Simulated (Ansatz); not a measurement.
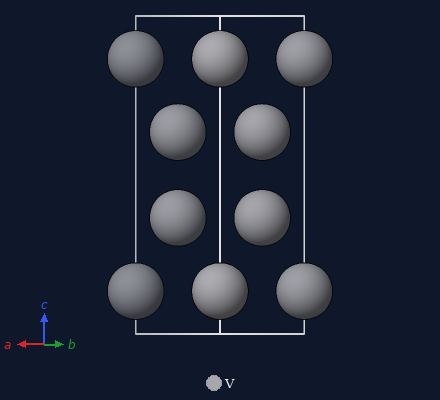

The structure, seen along [110]; the drawing may span several cells.

Given this structure, coordinates from a relaxation with DFT r2SCAN, scalar-relativistic, plane waves, PAW (Ansatz 0.2.0); the starting structure was generated, so it need not be a known form of this composition, written in its standard cell:

```cif
data_structure
_symmetry_space_group_name_H-M 'P 1'
_symmetry_Int_Tables_number 1
_cell_length_a 2.8171
_cell_length_b 4.3518
_cell_length_c 8.9181
_cell_angle_alpha 90.000
_cell_angle_beta 90.000
_cell_angle_gamma 90.000
_cell_volume 109.33
loop_
_atom_site_label
_atom_site_type_symbol
_atom_site_fract_x
_atom_site_fract_y
_atom_site_fract_z
_atom_site_occupancy
V1 V 0.50000 0.00000 0.36507 1
V2 V 0.00000 0.00000 0.13493 1
V3 V 0.50000 0.50000 0.86507 1
V4 V 0.00000 0.50000 0.63493 1
V5 V 0.00000 0.00000 0.86507 1
V6 V 0.50000 0.00000 0.63493 1
V7 V 0.00000 0.50000 0.36507 1
V8 V 0.50000 0.50000 0.13493 1
```

What does the kinematic electron diffraction pattern along [110] look like at 200 kV (B = 1 Å²)?

Answer. The spots form a centred rectangular net whose two shortest vectors correspond to d = 4.46 Å and 2.29 Å, 75.1° apart. They are 0 0 2 and 1 -1 1. The pattern has symmetry 2mm. The lattice centring (F) removes all reflections that break h + k = 2n, h + l = 2n.

Strongest reflections with d > 0.80 Å, one of each family (|F|² from tabulated Gaussian fits of the electron scattering factors, times a small damping for the curvature of the Ewald sphere):

```csv
hkl,d (Å),I (strongest = 100)
0 0 4,2.230,100
1 -1 1,2.286,49
1 -1 3,1.851,48
2 -2 0,1.182,20
1 -1 7,1.122,15
0 0 8,1.115,13
```

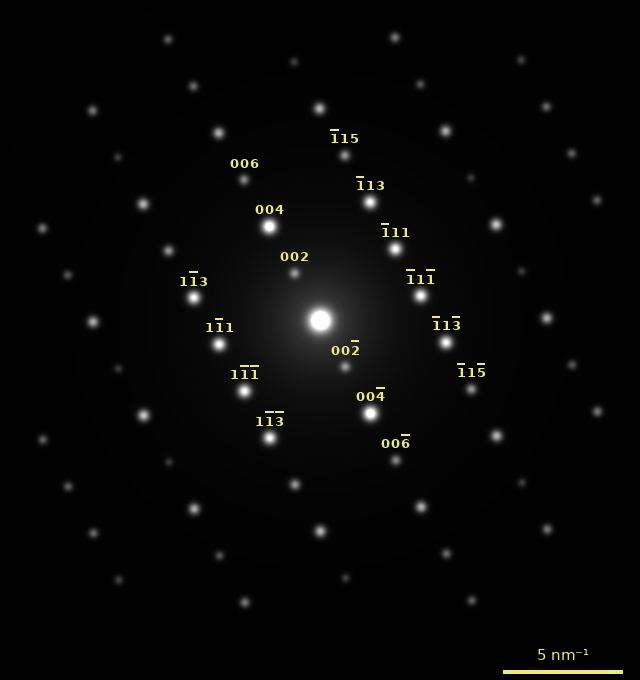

Calculated pattern, seen from the source side with [110] pointing towards the source.
